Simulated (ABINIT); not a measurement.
Geometry relaxation, with input and output: AlNi (part 2 of 2)

Continued. System: AlNi (Pm-3m, 2 atoms in the cell). Method: Kohn-Sham DFT of a periodic cell, PBE, PseudoDojo NC SR PBE v0.4.1 standard, spin-polarised (ABINIT 10.8.3); cutoff 1333.36 eV, 7×7×7 k-mesh, fermi-dirac of 0.05 eV, collinear spins. The structure derives from an entry of the Crystallography Open Database.

Geometry of the input (Å; fractional positions):
```
2.8810  0.0000  0.0000
0.0000  2.8810  0.0000
0.0000  0.0000  2.8810
Ni 0.5000  0.5000  0.5000
Al 0.0000  0.0000  0.0000
```

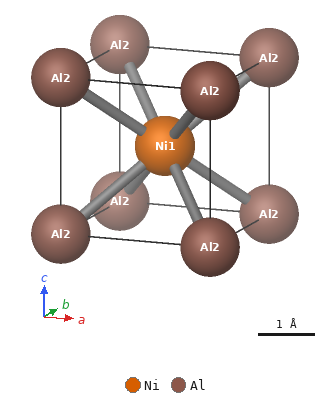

The geometry at step 2 of the log (ball-and-stick view of the cell of the calculation, seen slightly off an axis; atoms are numbered from 1 in the order of the input).

## Output, continued
```
 Cartesian coordinates (xcart) [bohr]
  2.72735378320254E+00  2.72735378320254E+00  2.72735378320254E+00
  0.00000000000000E+00  0.00000000000000E+00  0.00000000000000E+00
 Reduced coordinates (xred)
  5.00000000000000E-01  5.00000000000000E-01  5.00000000000000E-01
  0.00000000000000E+00  0.00000000000000E+00  0.00000000000000E+00
 Cartesian forces (fcart) [Ha/bohr]; max,rms= 0.00000E+00 0.00000E+00 (free atoms)
 -0.00000000000000E+00 -0.00000000000000E+00 -0.00000000000000E+00
 -0.00000000000000E+00 -0.00000000000000E+00 -0.00000000000000E+00
 Gradient of E wrt nuclear positions in reduced coordinates (gred)
  0.00000000000000E+00  0.00000000000000E+00  0.00000000000000E+00
  0.00000000000000E+00  0.00000000000000E+00  0.00000000000000E+00
 Scale of Primitive Cell (acell) [bohr]
  5.45470756640507E+00  5.45470756640507E+00  5.45470756640507E+00
 Real space primitive translations (rprimd) [bohr]
  5.45470756640507E+00  0.00000000000000E+00  0.00000000000000E+00
  0.00000000000000E+00  5.45470756640507E+00  0.00000000000000E+00
  0.00000000000000E+00  0.00000000000000E+00  5.45470756640507E+00
 Unitary Cell Volume (ucvol) [Bohr^3]=  1.62298466913082E+02
 Angles (23,13,12)= [degrees]
  9.00000000000000E+01  9.00000000000000E+01  9.00000000000000E+01
 Lengths [Bohr]
  5.45470756640507E+00  5.45470756640507E+00  5.45470756640507E+00
 Stress tensor in cartesian coordinates (strten) [Ha/bohr^3]
 -3.15405258963890E-05  0.00000000000000E+00  0.00000000000000E+00
  0.00000000000000E+00 -3.15405258963647E-05  0.00000000000000E+00
  0.00000000000000E+00  0.00000000000000E+00 -3.15405258963786E-05
 Total energy (etotal) [Ha]= -1.70156995629267E+02

 Difference of energy with previous step (new-old):
           Absolute (Ha)=-4.40720E-05
           Relative     =-2.59008E-07

--- Iteration: ( 3/50) Internal Cycle: (1/1)
--------------------------------------------------------------------------------

---SELF-CONSISTENT-FIELD CONVERGENCE--------------------------------------------

--- !BeginCycle
iteration_state: {dtset: 1, itime: 3, icycle: 1, }
solver: {iscf: 7, nstep: 80, nline: 4, wfoptalg: 0, }
tolerances: {tolvrs: 1.00E-12, }
...

     iter   Etot(hartree)      deltaE(h)  residm     vres2   difmagsph maxmagsph
 ETOT  1  -170.11961045550    -1.701E+02 2.877E-06 4.245E+02 2.857E-08 2.857E-08
 ETOT  2  -169.82824911833     2.914E-01 1.692E-04 3.480E+03 6.036E-08 3.180E-08
 ETOT  3  -170.15689066615    -3.286E-01 3.142E-03 8.631E-01 1.538E-07 1.340E-07
 ETOT  4  -170.15698349364    -9.283E-05 4.739E-05 3.319E-01 2.301E-07 9.603E-08
 ETOT  5  -170.15700872282    -2.523E-05 6.032E-06 2.138E-02 9.292E-08 0.000E+00
 ETOT  6  -170.15701033639    -1.614E-06 3.335E-07 3.925E-04 7.395E-09 1.051E-08
 ETOT  7  -170.15701036643    -3.004E-08 1.367E-07 9.427E-05 0.000E+00 0.000E+00
 ETOT  8  -170.15701037475    -8.328E-09 2.111E-08 1.263E-07 0.000E+00 0.000E+00
 ETOT  9  -170.15701037476    -3.553E-12 2.397E-08 8.361E-09 0.000E+00 0.000E+00
 ETOT 10  -170.15701037474     1.279E-11 1.038E-08 7.391E-11 0.000E+00 0.000E+00
 ETOT 11  -170.15701037475    -1.961E-12 1.433E-08 2.690E-14 0.000E+00 0.000E+00

 At SCF step   11       vres2   =  2.69E-14 < tolvrs=  1.00E-12 =>converged.

 Cartesian components of stress tensor (hartree/bohr^3)
  sigma(1 1)= -4.73720133E-07  sigma(3 2)=  0.00000000E+00
  sigma(2 2)= -4.73720133E-07  sigma(3 1)=  0.00000000E+00
  sigma(3 3)= -4.73720133E-07  sigma(2 1)=  0.00000000E+00

--- !ResultsGS
iteration_state: {dtset: 1, itime: 3, icycle: 1, }
comment   : Summary of ground state results
lattice_vectors:
- [  5.4650257,   0.0000000,   0.0000000, ]
- [  0.0000000,   5.4650257,   0.0000000, ]
- [  0.0000000,   0.0000000,   5.4650257, ]
lattice_lengths: [   5.46503,    5.46503,    5.46503, ]
lattice_angles: [ 90.000,  90.000,  90.000, ] # degrees, (23, 13, 12)
lattice_volume:   1.6322122E+02
convergence: {deltae: -1.961E-12, res2:  2.690E-14, residm:  1.433E-08, diffor: null, }
etotal    :  -1.70157010E+02
entropy   :   0.00000000E+00
fermie    :   3.74166415E-01
cartesian_stress_tensor: # hartree/bohr^3
- [ -4.73720133E-07,   0.00000000E+00,   0.00000000E+00, ]
- [  0.00000000E+00,  -4.73720133E-07,   0.00000000E+00, ]
- [  0.00000000E+00,   0.00000000E+00,  -4.73720133E-07, ]
pressure_GPa:   1.3937E-02
xred      :
- [  5.0000E-01,   5.0000E-01,   5.0000E-01, Ni]
- [  0.0000E+00,   0.0000E+00,   0.0000E+00, Al]
cartesian_forces: # hartree/bohr
- [ -0.00000000E+00,  -0.00000000E+00,  -0.00000000E+00, ]
- [ -0.00000000E+00,  -0.00000000E+00,  -0.00000000E+00, ]
force_length_stats: {min:   0.00000000E+00, max:   0.00000000E+00, mean:   0.00000000E+00, }
...

 Integrated electronic and magnetization densities in atomic spheres:
 ------------------------------------------------------------------------------------------------------------
 Radius=ratsph(iatom), smearing ratsm=  0.0000. Diff(up-dn)=approximate z local magnetic moment.
    Atom    Radius    up_density   dn_density  Total(up+dn)  Diff(up-dn)
    1 Ni   2.00000     8.224615     8.224615     16.449230    -0.000000
    2 Al   2.00000     0.477256     0.477256      0.954512    -0.000000
 ------------------------------------------------------------------------------------------------------------
  Sum:                 8.701871     8.701871     17.403743    -0.000000
 Total magnetization (from the atomic spheres):               -0.000000
 Total magnetization (exact up - dn):                         -0.000000

---OUTPUT-----------------------------------------------------------------------

 Cartesian coordinates (xcart) [bohr]
  2.73251283457458E+00  2.73251283457458E+00  2.73251283457458E+00
  0.00000000000000E+00  0.00000000000000E+00  0.00000000000000E+00
 Reduced coordinates (xred)
  5.00000000000000E-01  5.00000000000000E-01  5.00000000000000E-01
  0.00000000000000E+00  0.00000000000000E+00  0.00000000000000E+00
 Cartesian forces (fcart) [Ha/bohr]; max,rms= 0.00000E+00 0.00000E+00 (free atoms)
 -0.00000000000000E+00 -0.00000000000000E+00 -0.00000000000000E+00
 -0.00000000000000E+00 -0.00000000000000E+00 -0.00000000000000E+00
 Gradient of E wrt nuclear positions in reduced coordinates (gred)
  0.00000000000000E+00  0.00000000000000E+00  0.00000000000000E+00
  0.00000000000000E+00  0.00000000000000E+00  0.00000000000000E+00
 Scale of Primitive Cell (acell) [bohr]
  5.46502566914915E+00  5.46502566914915E+00  5.46502566914916E+00
 Real space primitive translations (rprimd) [bohr]
  5.46502566914915E+00  0.00000000000000E+00  0.00000000000000E+00
  0.00000000000000E+00  5.46502566914915E+00  0.00000000000000E+00
  0.00000000000000E+00  0.00000000000000E+00  5.46502566914916E+00
 Unitary Cell Volume (ucvol) [Bohr^3]=  1.63221219557555E+02
 Angles (23,13,12)= [degrees]
  9.00000000000000E+01  9.00000000000000E+01  9.00000000000000E+01
 Lengths [Bohr]
  5.46502566914915E+00  5.46502566914915E+00  5.46502566914916E+00
 Stress tensor in cartesian coordinates (strten) [Ha/bohr^3]
 -4.73720132690425E-07  0.00000000000000E+00  0.00000000000000E+00
  0.00000000000000E+00 -4.73720132686956E-07  0.00000000000000E+00
  0.00000000000000E+00  0.00000000000000E+00 -4.73720132704303E-07
 Total energy (etotal) [Ha]= -1.70157010374746E+02

 Difference of energy with previous step (new-old):
           Absolute (Ha)=-1.47455E-05
           Relative     =-8.66581E-08

--- Iteration: ( 4/50) Internal Cycle: (1/1)
--------------------------------------------------------------------------------

---SELF-CONSISTENT-FIELD CONVERGENCE--------------------------------------------

--- !BeginCycle
iteration_state: {dtset: 1, itime: 4, icycle: 1, }
solver: {iscf: 7, nstep: 80, nline: 4, wfoptalg: 0, }
tolerances: {tolvrs: 1.00E-12, }
...

     iter   Etot(hartree)      deltaE(h)  residm     vres2   difmagsph maxmagsph
 ETOT  1  -170.15700236146    -1.702E+02 7.798E-09 9.145E-02 0.000E+00 0.000E+00
 ETOT  2  -170.15691247807     8.988E-05 1.698E-08 1.019E+00 0.000E+00 0.000E+00
 ETOT  3  -170.15701026248    -9.778E-05 7.144E-07 1.066E-03 1.464E-08 1.646E-08
 ETOT  4  -170.15701037897    -1.165E-07 6.170E-09 2.932E-06 1.027E-08 0.000E+00
 ETOT  5  -170.15701037923    -2.628E-10 1.438E-09 7.696E-09 0.000E+00 0.000E+00
 ETOT  6  -170.15701037925    -1.697E-11 1.332E-09 6.162E-10 0.000E+00 0.000E+00
 ETOT  7  -170.15701037924     6.054E-12 6.187E-10 1.624E-11 0.000E+00 0.000E+00
 ETOT  8  -170.15701037925    -2.103E-12 8.230E-10 7.971E-15 0.000E+00 0.000E+00

 At SCF step    8       vres2   =  7.97E-15 < tolvrs=  1.00E-12 =>converged.

 Cartesian components of stress tensor (hartree/bohr^3)
  sigma(1 1)= -3.12685497E-09  sigma(3 2)=  0.00000000E+00
  sigma(2 2)= -3.12685498E-09  sigma(3 1)=  0.00000000E+00
  sigma(3 3)= -3.12685496E-09  sigma(2 1)=  0.00000000E+00

--- !ResultsGS
iteration_state: {dtset: 1, itime: 4, icycle: 1, }
comment   : Summary of ground state results
lattice_vectors:
- [  5.4651839,   0.0000000,   0.0000000, ]
- [  0.0000000,   5.4651839,   0.0000000, ]
- [  0.0000000,   0.0000000,   5.4651839, ]
lattice_lengths: [   5.46518,    5.46518,    5.46518, ]
lattice_angles: [ 90.000,  90.000,  90.000, ] # degrees, (23, 13, 12)
lattice_volume:   1.6323540E+02
convergence: {deltae: -2.103E-12, res2:  7.971E-15, residm:  8.230E-10, diffor: null, }
etotal    :  -1.70157010E+02
entropy   :   0.00000000E+00
fermie    :   3.74124530E-01
cartesian_stress_tensor: # hartree/bohr^3
- [ -3.12685497E-09,   0.00000000E+00,   0.00000000E+00, ]
- [  0.00000000E+00,  -3.12685498E-09,   0.00000000E+00, ]
- [  0.00000000E+00,   0.00000000E+00,  -3.12685496E-09, ]
pressure_GPa:   9.1995E-05
xred      :
- [  5.0000E-01,   5.0000E-01,   5.0000E-01, Ni]
- [  0.0000E+00,   0.0000E+00,   0.0000E+00, Al]
cartesian_forces: # hartree/bohr
- [ -0.00000000E+00,  -0.00000000E+00,  -0.00000000E+00, ]
- [ -0.00000000E+00,  -0.00000000E+00,  -0.00000000E+00, ]
force_length_stats: {min:   0.00000000E+00, max:   0.00000000E+00, mean:   0.00000000E+00, }
...

 Integrated electronic and magnetization densities in atomic spheres:
 ------------------------------------------------------------------------------------------------------------
 Radius=ratsph(iatom), smearing ratsm=  0.0000. Diff(up-dn)=approximate z local magnetic moment.
    Atom    Radius    up_density   dn_density  Total(up+dn)  Diff(up-dn)
    1 Ni   2.00000     8.224660     8.224660     16.449319    -0.000000
    2 Al   2.00000     0.477271     0.477271      0.954543     0.000000
 ------------------------------------------------------------------------------------------------------------
  Sum:                 8.701931     8.701931     17.403862    -0.000000
 Total magnetization (from the atomic spheres):               -0.000000
 Total magnetization (exact up - dn):                         -0.000000

---OUTPUT-----------------------------------------------------------------------

 Cartesian coordinates (xcart) [bohr]
  2.73259195615373E+00  2.73259195615373E+00  2.73259195615373E+00
  0.00000000000000E+00  0.00000000000000E+00  0.00000000000000E+00
 Reduced coordinates (xred)
  5.00000000000000E-01  5.00000000000000E-01  5.00000000000000E-01
  0.00000000000000E+00  0.00000000000000E+00  0.00000000000000E+00
 Cartesian forces (fcart) [Ha/bohr]; max,rms= 0.00000E+00 0.00000E+00 (free atoms)
 -0.00000000000000E+00 -0.00000000000000E+00 -0.00000000000000E+00
 -0.00000000000000E+00 -0.00000000000000E+00 -0.00000000000000E+00
 Gradient of E wrt nuclear positions in reduced coordinates (gred)
  0.00000000000000E+00  0.00000000000000E+00  0.00000000000000E+00
  0.00000000000000E+00  0.00000000000000E+00  0.00000000000000E+00
 Scale of Primitive Cell (acell) [bohr]
  5.46518391230747E+00  5.46518391230747E+00  5.46518391230746E+00
 Real space primitive translations (rprimd) [bohr]
  5.46518391230747E+00  0.00000000000000E+00  0.00000000000000E+00
  0.00000000000000E+00  5.46518391230747E+00  0.00000000000000E+00
  0.00000000000000E+00  0.00000000000000E+00  5.46518391230746E+00
 Unitary Cell Volume (ucvol) [Bohr^3]=  1.63235398478612E+02
 Angles (23,13,12)= [degrees]
  9.00000000000000E+01  9.00000000000000E+01  9.00000000000000E+01
 Lengths [Bohr]
  5.46518391230747E+00  5.46518391230747E+00  5.46518391230746E+00
 Stress tensor in cartesian coordinates (strten) [Ha/bohr^3]
 -3.12685496939302E-09  0.00000000000000E+00  0.00000000000000E+00
  0.00000000000000E+00 -3.12685497980136E-09  0.00000000000000E+00
  0.00000000000000E+00  0.00000000000000E+00 -3.12685495898468E-09
 Total energy (etotal) [Ha]= -1.70157010379246E+02

 Difference of energy with previous step (new-old):
           Absolute (Ha)=-4.49944E-09
           Relative     =-2.64429E-11

 At Broyd/MD step   4, gradients are converged :
  max grad (force/stress) = 3.1269E-07 < tolmxf= 2.0000E-05 ha/bohr (free atoms)

================================================================================

 ----iterations are completed or convergence reached----

 Mean square residual over all n,k,spin=   24.690E-13; max=  82.296E-11
 reduced coordinates (array xred) for    2 atoms
       0.500000000000      0.500000000000      0.500000000000
       0.000000000000      0.000000000000      0.000000000000
 rms dE/dt=  0.0000E+00; max dE/dt=  0.0000E+00; dE/dt below (all hartree)
    1       0.000000000000      0.000000000000      0.000000000000
    2       0.000000000000      0.000000000000      0.000000000000

 cartesian coordinates (angstrom) at end:
    1      1.44602538891241     1.44602538891241     1.44602538891240
    2      0.00000000000000     0.00000000000000     0.00000000000000

 cartesian forces (hartree/bohr) at end:
    1     -0.00000000000000    -0.00000000000000    -0.00000000000000
    2     -0.00000000000000    -0.00000000000000    -0.00000000000000
 frms,max,avg= 0.0000000E+00 0.0000000E+00   0.000E+00  0.000E+00  0.000E+00 h/b

 cartesian forces (eV/Angstrom) at end:
    1     -0.00000000000000    -0.00000000000000    -0.00000000000000
    2     -0.00000000000000    -0.00000000000000    -0.00000000000000
 frms,max,avg= 0.0000000E+00 0.0000000E+00   0.000E+00  0.000E+00  0.000E+00 e/A
 length scales=  5.465183912307  5.465183912307  5.465183912307 bohr
              =  2.892050777825  2.892050777825  2.892050777825 angstroms
 Fermi (or HOMO) energy (hartree) =   0.37412   Average Vxc (hartree)=  -0.44428
 Magnetization (Bohr magneton)=  6.91287028E-10
 Total spin up =  1.05000000E+01   Total spin down =  1.05000000E+01
 Eigenvalues (hartree) for nkpt=  20  k points, SPIN UP:
 kpt#   1, nband= 15, wtk=  0.00292, kpt=  0.0000  0.0000  0.0000 (reduced coord)
  -3.42782   -1.97173   -1.97173   -1.97173   -0.03873    0.25234    0.25234    0.31366
   0.31366    0.31366    0.56789    0.56789    0.56789    0.66538    0.66538
      occupation numbers for kpt#   1
   1.00000    1.00000    1.00000    1.00000    1.00000    1.00000    1.00000    1.00000
   1.00000    1.00000    0.00000    0.00000    0.00000    0.00000    0.00000
 prteigrs : prtvol=0 or 1, do not print more k-points.

 Eigenvalues (hartree) for nkpt=  20  k points, SPIN DOWN:
 kpt#   1, nband= 15, wtk=  0.00292, kpt=  0.0000  0.0000  0.0000 (reduced coord)
  -3.42782   -1.97173   -1.97173   -1.97173   -0.03873    0.25234    0.25234    0.31366
   0.31366    0.31366    0.56789    0.56789    0.56789    0.66538    0.66538
      occupation numbers for kpt#   1
   1.00000    1.00000    1.00000    1.00000    1.00000    1.00000    1.00000    1.00000
   1.00000    1.00000    0.00000    0.00000    0.00000    0.00000    0.00000
 prteigrs : prtvol=0 or 1, do not print more k-points.

--- !EnergyTerms
iteration_state     : {dtset: 1, itime: 4, icycle: 1, }
comment             : Components of total free energy in Hartree
kinetic             :  8.00020192762051E+01
hartree             :  6.42500362667253E+01
xc                  : -2.25884459137075E+01
Ewald energy        : -9.43636263646426E+01
psp_core            :  3.04199232269058E+00
local_psp           : -1.74372961818507E+02
non_local_psp       : -2.61257996455395E+01
internal            : -1.70156785876776E+02
'-kT*entropy'       : -2.24502469830017E-04
total_energy        : -1.70157010379246E+02
total_energy_eV     : -4.63020813189105E+03
band_energy         : -1.53806135566929E+01
...

 Cartesian components of stress tensor (hartree/bohr^3)
  sigma(1 1)= -3.12685497E-09  sigma(3 2)=  0.00000000E+00
  sigma(2 2)= -3.12685498E-09  sigma(3 1)=  0.00000000E+00
  sigma(3 3)= -3.12685496E-09  sigma(2 1)=  0.00000000E+00

-Cartesian components of stress tensor (GPa)         [Pressure=  9.1995E-05 GPa]
- sigma(1 1)= -9.19952493E-05  sigma(3 2)=  0.00000000E+00
- sigma(2 2)= -9.19952496E-05  sigma(3 1)=  0.00000000E+00
- sigma(3 3)= -9.19952490E-05  sigma(2 1)=  0.00000000E+00

== END DATASET(S) ==============================================================
================================================================================

 -outvars: echo values of variables after computation  --------
            acell      5.4651839123E+00  5.4651839123E+00  5.4651839123E+00 Bohr
           etotal     -1.7015701038E+02
            fcart     -0.0000000000E+00 -0.0000000000E+00 -0.0000000000E+00
                      -0.0000000000E+00 -0.0000000000E+00 -0.0000000000E+00
           strten     -3.1268549694E-09 -3.1268549798E-09 -3.1268549590E-09
                       0.0000000000E+00  0.0000000000E+00  0.0000000000E+00
           xangst      1.4460253889E+00  1.4460253889E+00  1.4460253889E+00
                       0.0000000000E+00  0.0000000000E+00  0.0000000000E+00
             xred      5.0000000000E-01  5.0000000000E-01  5.0000000000E-01
                       0.0000000000E+00  0.0000000000E+00  0.0000000000E+00
 Calculation completed.
```

## Trajectory as extended XYZ (Å, eV, eV/Å), 4 frames, from step=0 to step=3
```
2
Lattice="2.8810 0.0000 0.0000 0.0000 2.8810 0.0000 0.0000 0.0000 2.8810" Properties=species:S:1:pos:R:3:forces:R:3 step=0 energy=-4630.20653
Ni    1.4405    1.4405    1.4405    0.0000   0.0000   0.0000
Al    0.0000    0.0000    0.0000    0.0000   0.0000   0.0000
2
Lattice="2.8865 0.0000 0.0000 0.0000 2.8865 0.0000 0.0000 0.0000 2.8865" Properties=species:S:1:pos:R:3:forces:R:3 step=1 energy=-4630.20773
Ni    1.4433    1.4433    1.4433    0.0000   0.0000   0.0000
Al    0.0000    0.0000    0.0000    0.0000   0.0000   0.0000
2
Lattice="2.8920 0.0000 0.0000 0.0000 2.8920 0.0000 0.0000 0.0000 2.8920" Properties=species:S:1:pos:R:3:forces:R:3 step=2 energy=-4630.20813
Ni    1.4460    1.4460    1.4460    0.0000   0.0000   0.0000
Al    0.0000    0.0000    0.0000    0.0000   0.0000   0.0000
2
Lattice="2.8921 0.0000 0.0000 0.0000 2.8921 0.0000 0.0000 0.0000 2.8921" Properties=species:S:1:pos:R:3:forces:R:3 step=3 energy=-4630.20813
Ni    1.4460    1.4460    1.4460    0.0000   0.0000   0.0000
Al    0.0000    0.0000    0.0000    0.0000   0.0000   0.0000
```

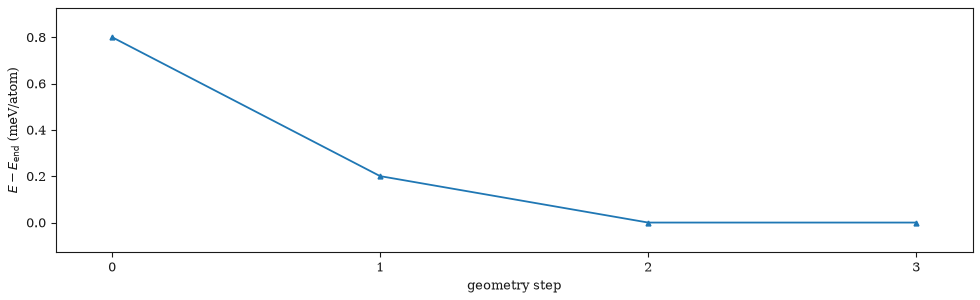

Progress of the relaxation, step by step (steps are counted from 0). Over 3 geometry steps the energy falls by 0.8 meV per atom. All forces vanish by symmetry, so only the cell relaxes. No atom moves by more than 0.005 Å relative to the cell. The volume changes by +1.2 %, with a = b = c 2.881 → 2.892 Å (+0.4 %). Among the contacts that change: Ni1–Al2 2.495 → 2.505 Å. The space group stays Pm-3m (No. 221). (Atoms are counted from 1 in the order of the input.)

## Results in brief

- outcome: converged
- space group (tolerance 0.01 Å): Pm-3m (221)
- electrons treated: 21
- free energy: −4630.2081 eV
- Fermi energy: 10.180 eV
- gap on the k-point mesh: none (metallic)
- net moment of the cell: 0.00 μB
- pressure: 0.00 GPa
- final volume: 24.19 Å³
- largest force (length of the vector) at the end: under 0.001 eV/Å
- final cell: a = 2.892 Å, b = 2.892 Å, c = 2.892 Å, α = 90.00°, β = 90.00°, γ = 90.00°
- wall time: 46 s (CPU time 3.1 min)
- peak memory: 0.4 GiB
